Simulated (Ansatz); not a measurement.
## Ti$_{3}$Si: geometry relaxation (part 2 of 2)

Ti$_{3}$Si (P6₃/mmc, 8 atoms in the cell); DFT LDA, scalar-relativistic, plane waves, PAW, no spin polarisation (Ansatz 0.2.0); cutoff 420 eV, 6×6×8 k-mesh, Fermi–Dirac smearing of 0.15 eV. The structure derives from a Materials Project entry. It belongs to a series of runs on one base structure; here: cell and atoms relaxed tightly for response.

Geometry of the input (Å; fractional positions):
```
5.5201  0.0000  0.0000
-2.7601  4.7806  0.0000
0.0000  0.0000  4.4384
Ti 0.3432  0.1716  0.7500
Ti 0.8284  0.1716  0.7500
Ti 0.8284  0.6568  0.7500
Ti 0.6568  0.8284  0.2500
Ti 0.1716  0.8284  0.2500
Ti 0.1716  0.3432  0.2500
Si 0.3333  0.6667  0.7500
Si 0.6667  0.3333  0.2500
```

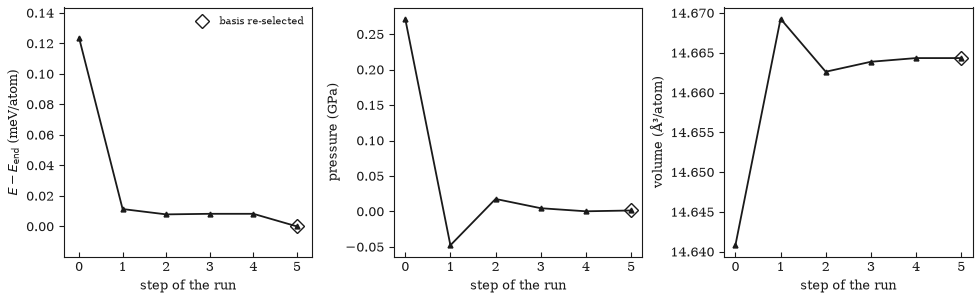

**Figure 1.** Progress of the relaxation, step by step (the first geometry is step 0 here and step 1 in the log). No atom moves by more than 0.005 Å relative to the cell. After 4 geometry steps the energy has fallen by 0.1 meV per atom. The largest force component goes from 0.031 to under 0.0001 eV/Å. Pressure: 0.27 GPa at the start and 0.00 GPa at the end. A last SCF at the same geometry on a re-selected plane-wave basis shifts the energy by next to nothing (0.0 meV per atom).

```
basis re-selected at this cell: Δ(F+E_penalty+E_count) = -6.640e-5 eV, ΔP = +0.001 GPa vs the last step (what re-selecting the basis moved, of the pressure what is left beyond the Pulay correction that the steps carried, after the strain that the cell walked since its last selection, with what the two solves' SCF thresholds leave and, on support functions, any second-order correction that the steps lacked; it is no measure of the basis error at this ecutwfc). This SCF's stress stands 3.19e-3 GPa from its target on what of the cell is left free (relax.cell.stress_tol is 1.00e-2 GPa) and its largest allowed force component is 3.28e-6 eV/Å (relax.f_tol is 1.00e-3 eV/Å): within both
SCF converged after 9 iterations
Free energy (F): -15923.617921 eV
Harris-Foulkes:  -15923.617921 eV  (|F-HF|=3.64e-12)
Internal energy: -15923.053547 eV  (E = F + TS)
E sigma→0 (E₀):  -15923.335734 eV
Entropy (-TS):   -0.564374 eV (-70.547 meV/atom)
Fermi energy:    14.375099 eV
--- Per-component energies (eV) ---
  E_band       = -779.394864
  E_kinetic    = 1738.976475
  E_local      = -5052.631257  (includes V_loc(G=0)·N_el)
  E_nonlocal   = 128.246325
  E_hartree    = 2142.167276
  E_xc         = -698.749206
  E_vxc        = -836.209922  (∫ρ·V_xc dr)
  E_paw        = -6970.364498  (= ΣΔE_a)
  E_vpaw       = -1042.111648  (= ΣTr[D̂ρ^β])
  E_aug_tail   = 0.000610  (compensation charges beyond the density's cutoff)
  E_ewald      = -7212.823636
  E_core_change = 2.124363  (= ΣΔE_core)
  E_smearing   = -0.564374  (= −TS)
  E_closure    = 0.000000  (closes the sum)
  Σ components = -15923.617921   (vs F -15923.617921, Δ=0.00e0)
--- Forces (eV/Å), atoms counted from 1 ---
  atom   1  Ti    -0.00000284    -0.00000164     0.00000000
  atom   2  Ti     0.00000284    -0.00000164     0.00000000
  atom   3  Ti    -0.00000000     0.00000328     0.00000000
  atom   4  Ti     0.00000284     0.00000164     0.00000000
  atom   5  Ti    -0.00000284     0.00000164     0.00000000
  atom   6  Ti    -0.00000000    -0.00000328     0.00000000
  atom   7  Si     0.00000000     0.00000000     0.00000000
  atom   8  Si     0.00000000    -0.00000000     0.00000000
  max |Σ_I F_I| component: 1.85e-17 eV/Å
--- Stress (GPa, compression-positive) ---
        0.000397      -0.000000       0.000000
        0.000000       0.000397       0.000000
        0.000000       0.000000       0.003194
  P = ⅓ Tr σ = 0.0013 GPa (0.013 kbar)
--- Band table (eV; the first three rows and the last of 35) ---
  k-point 0: bands = ["-41.6124", "-41.4539", "-41.4453", "-41.4453", "-41.3701", "-41.3701", "-18.5735", "-18.5381", "-18.3804", "-18.3684", "-18.3684", "-18.2800", "-18.2800", "-18.2344", "-18.2344", "-18.0545", "-17.8964", "-17.8964", "-17.8131", "-17.7958", "-17.6813", "-17.6813", "-17.6753", "-17.6753", "4.5832", "6.5823", "10.7091", "11.1881", "11.1881", "11.4654", "11.4654", "11.5670", "12.1662", "12.5211", "12.5690", "12.5690", "12.9443", "12.9443", "13.7549", "14.2651", "14.8796", "14.8796", "14.9437", "14.9906", "14.9906", "16.2430", "16.2430", "16.3769", "16.6005"]
  k-point 1: bands = ["-41.6065", "-41.4600", "-41.4424", "-41.4424", "-41.3729", "-41.3729", "-18.5705", "-18.5349", "-18.4107", "-18.4107", "-18.3645", "-18.3050", "-18.3050", "-18.1747", "-18.1747", "-18.0449", "-17.8870", "-17.8870", "-17.8376", "-17.8058", "-17.6814", "-17.6814", "-17.6764", "-17.6764", "4.6888", "6.5367", "10.8154", "11.1844", "11.2113", "11.2113", "11.5823", "11.5823", "11.9828", "12.6392", "12.6392", "12.8126", "12.8126", "12.8485", "13.7762", "14.3825", "14.8180", "14.8180", "15.0360", "15.0360", "15.0437", "16.2244", "16.2838", "16.2838", "16.4934"]
  k-point 2: bands = ["-41.5894", "-41.4773", "-41.4342", "-41.4342", "-41.3811", "-41.3811", "-18.5625", "-18.5309", "-18.4614", "-18.4614", "-18.3630", "-18.3630", "-18.3137", "-18.0748", "-18.0748", "-18.0173", "-17.9064", "-17.8728", "-17.8728", "-17.8344", "-17.6822", "-17.6822", "-17.6791", "-17.6791", "4.9837", "6.4050", "10.6285", "10.8167", "11.2909", "11.2909", "11.8989", "11.8989", "11.9028", "12.5161", "12.5161", "12.8294", "12.8294", "13.2721", "13.8206", "14.5460", "14.6568", "14.6568", "15.0190", "15.0190", "15.3373", "15.8991", "16.2702", "16.2702", "16.2739"]
  k-point 34: bands = ["-41.4904", "-41.4904", "-41.4514", "-41.4514", "-41.4077", "-41.4077", "-18.4476", "-18.4476", "-18.3608", "-18.3608", "-18.2773", "-18.2773", "-18.1398", "-18.1398", "-18.1279", "-18.1279", "-17.9763", "-17.9763", "-17.8613", "-17.8613", "-17.8263", "-17.8263", "-17.7260", "-17.7260", "6.4376", "6.4376", "9.5902", "9.5902", "10.6624", "10.6624", "12.0579", "12.0579", "12.3923", "12.3923", "13.6954", "13.6954", "13.7537", "13.7537", "13.9445", "13.9445", "14.7577", "14.7577", "15.0724", "15.0724", "15.2428", "15.2428", "15.7089", "15.7089", "16.0873"]
--- Relaxed structure (5 steps of the walk, 5 accepted, 1 SCFs on fresh bases) ---
  F+E_penalty+E_count = -15923.61792135 eV   max|allowed force component| = 3.276e-6 eV/Å   (the final SCF, on the basis selected at the relaxed cell)
  cell:  # Å, volume = 117.3147 Å³
    - [5.515833496852077, 2.8845006357771262e-11, 0.0]
    - [-2.7579167484510188, 4.776851931304629, 0.0]
    - [0.0, 0.0, 4.4524528778995425]
  atoms:
    - { symbol: Ti, position: [0.3427272437719523, 0.17136362188597612, 0.75] }
    - { symbol: Ti, position: [0.8286363781140239, 0.17136362188597612, 0.75] }
    - { symbol: Ti, position: [0.8286363781140237, 0.6572727562280477, 0.75] }
    - { symbol: Ti, position: [0.6572727562280476, 0.8286363781140239, 0.24999999999999997] }
    - { symbol: Ti, position: [0.17136362188597612, 0.8286363781140237, 0.24999999999999997] }
    - { symbol: Ti, position: [0.17136362188597612, 0.34272724377195224, 0.24999999999999997] }
    - { symbol: Si, position: [0.33333333333333315, 0.6666666666666665, 0.75] }
    - { symbol: Si, position: [0.6666666666666667, 0.33333333333333326, 0.24999999999999997] }
```

## Trajectory as extended XYZ (Å, eV, eV/Å), 6 frames, from step=1 to step=6
```
8
Lattice="5.5201 0.0000 0.0000 -2.7601 4.7806 0.0000 0.0000 0.0000 4.4384" Properties=species:S:1:pos:R:3:forces:R:3 step=1 energy=-15923.61693 pressure_GPa=0.27
Ti    1.4209    0.8204    3.3288   -0.0268  -0.0155   0.0000
Ti    4.0992    0.8204    3.3288    0.0268  -0.0155   0.0000
Ti    2.7601    3.1398    3.3288    0.0000   0.0310   0.0000
Ti    1.3391    3.9602    1.1096    0.0268   0.0155   0.0000
Ti   -1.3391    3.9602    1.1096   -0.0268   0.0155   0.0000
Ti    0.0000    1.6407    1.1096    0.0000  -0.0310   0.0000
Si    0.0000    3.1870    3.3288    0.0000   0.0000   0.0000
Si    2.7601    1.5935    1.1096    0.0000   0.0000   0.0000
8
Lattice="5.5172 0.0000 0.0000 -2.7586 4.7780 0.0000 0.0000 0.0000 4.4518" Properties=species:S:1:pos:R:3:forces:R:3 step=2 energy=-15923.61783 pressure_GPa=-0.05
Ti    1.4182    0.8188    3.3388    0.0001   0.0001   0.0000
Ti    4.0990    0.8188    3.3388   -0.0001   0.0001   0.0000
Ti    2.7586    3.1404    3.3388    0.0000  -0.0001   0.0000
Ti    1.3404    3.9592    1.1129   -0.0001  -0.0001   0.0000
Ti   -1.3404    3.9592    1.1129    0.0001  -0.0001   0.0000
Ti    0.0000    1.6376    1.1129    0.0000   0.0001   0.0000
Si    0.0000    3.1854    3.3388    0.0000   0.0000   0.0000
Si    2.7586    1.5927    1.1129    0.0000   0.0000   0.0000
8
Lattice="5.5156 0.0000 0.0000 -2.7578 4.7767 0.0000 0.0000 0.0000 4.4523" Properties=species:S:1:pos:R:3:forces:R:3 step=3 energy=-15923.61786 pressure_GPa=0.02
Ti    1.4176    0.8185    3.3392    0.0017   0.0010   0.0000
Ti    4.0980    0.8185    3.3392   -0.0017   0.0010   0.0000
Ti    2.7578    3.1397    3.3392    0.0000  -0.0020   0.0000
Ti    1.3402    3.9582    1.1131   -0.0017  -0.0010   0.0000
Ti   -1.3402    3.9582    1.1131    0.0017  -0.0010   0.0000
Ti    0.0000    1.6370    1.1131    0.0000   0.0020   0.0000
Si    0.0000    3.1844    3.3392    0.0000   0.0000   0.0000
Si    2.7578    1.5922    1.1131    0.0000   0.0000   0.0000
8
Lattice="5.5156 0.0000 0.0000 -2.7578 4.7767 0.0000 0.0000 0.0000 4.4526" Properties=species:S:1:pos:R:3:forces:R:3 step=4 energy=-15923.61786 pressure_GPa=0.00
Ti    1.4179    0.8186    3.3395   -0.0016  -0.0009   0.0000
Ti    4.0978    0.8186    3.3395    0.0016  -0.0009   0.0000
Ti    2.7578    3.1395    3.3395    0.0000   0.0019   0.0000
Ti    1.3399    3.9581    1.1132    0.0016   0.0009   0.0000
Ti   -1.3399    3.9581    1.1132   -0.0016   0.0009   0.0000
Ti    0.0000    1.6372    1.1132    0.0000  -0.0019   0.0000
Si    0.0000    3.1844    3.3395    0.0000   0.0000   0.0000
Si    2.7578    1.5922    1.1132    0.0000   0.0000   0.0000
8
Lattice="5.5158 0.0000 0.0000 -2.7579 4.7769 0.0000 0.0000 0.0000 4.4525" Properties=species:S:1:pos:R:3:forces:R:3 step=5 energy=-15923.61786 pressure_GPa=0.00
Ti    1.4178    0.8186    3.3393    0.0000   0.0000   0.0000
Ti    4.0980    0.8186    3.3393    0.0000   0.0000   0.0000
Ti    2.7579    3.1397    3.3393    0.0000   0.0000   0.0000
Ti    1.3401    3.9583    1.1131    0.0000   0.0000   0.0000
Ti   -1.3401    3.9583    1.1131    0.0000   0.0000   0.0000
Ti    0.0000    1.6372    1.1131    0.0000   0.0000   0.0000
Si    0.0000    3.1846    3.3393    0.0000   0.0000   0.0000
Si    2.7579    1.5923    1.1131    0.0000   0.0000   0.0000
8
Lattice="5.5158 0.0000 0.0000 -2.7579 4.7769 0.0000 0.0000 0.0000 4.4525" Properties=species:S:1:pos:R:3:forces:R:3 step=6 energy=-15923.61792 pressure_GPa=0.00
Ti    1.4178    0.8186    3.3393    0.0000   0.0000   0.0000
Ti    4.0980    0.8186    3.3393    0.0000   0.0000   0.0000
Ti    2.7579    3.1397    3.3393    0.0000   0.0000   0.0000
Ti    1.3401    3.9583    1.1131    0.0000   0.0000   0.0000
Ti   -1.3401    3.9583    1.1131    0.0000   0.0000   0.0000
Ti    0.0000    1.6372    1.1131    0.0000   0.0000   0.0000
Si    0.0000    3.1846    3.3393    0.0000   0.0000   0.0000
Si    2.7579    1.5923    1.1131    0.0000   0.0000   0.0000
```

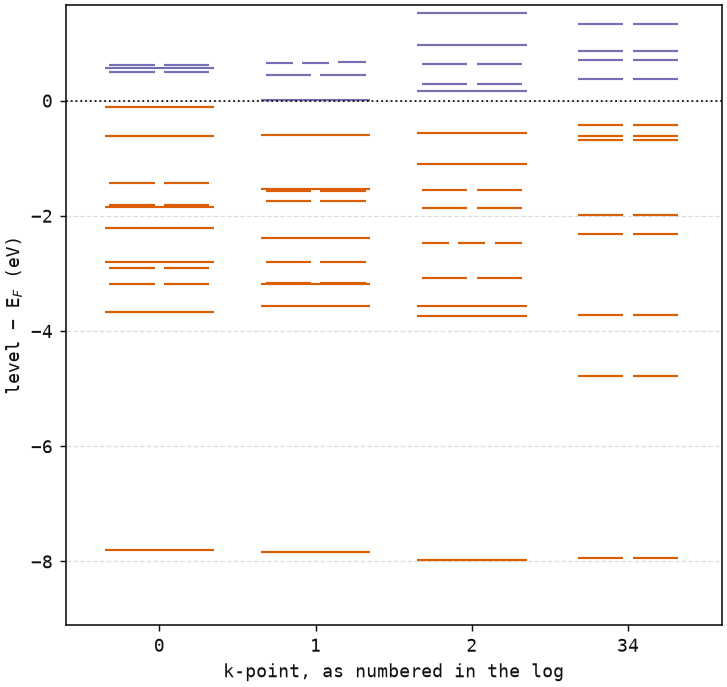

**Figure 2.** Kohn–Sham levels near the Fermi level (dotted) at the few k-points that the log prints; levels within 0.02 eV of each other stand side by side. The system is metallic on the full mesh.

## Key numbers

| quantity | value |
| --- | --- |
| outcome | converged |
| space group (tolerance 0.01 Å) | P6₃/mmc (194) |
| electrons treated | 80 |
| free energy | −15923.6179 eV |
| Fermi energy | 14.375 eV |
| gap on the k-point mesh | none (metallic) |
| pressure | 0.00 GPa |
| final volume | 117.31 Å³ |
| largest force (length of the vector) at the end | under 0.001 eV/Å |
| final cell | a = 5.516 Å, b = 5.516 Å, c = 4.452 Å, α = 90.00°, β = 90.00°, γ = 120.00° |
| hardware | 4 threads of Intel Xeon @ 2.50GHz (Skylake/Cascade Lake), 189 GiB of memory available, shared host |
| wall time | 45 s (CPU time 2.7 min) |
| peak memory | 0.59 GiB |

## Remarks

Results for this metal are sensitive to the k-point mesh.
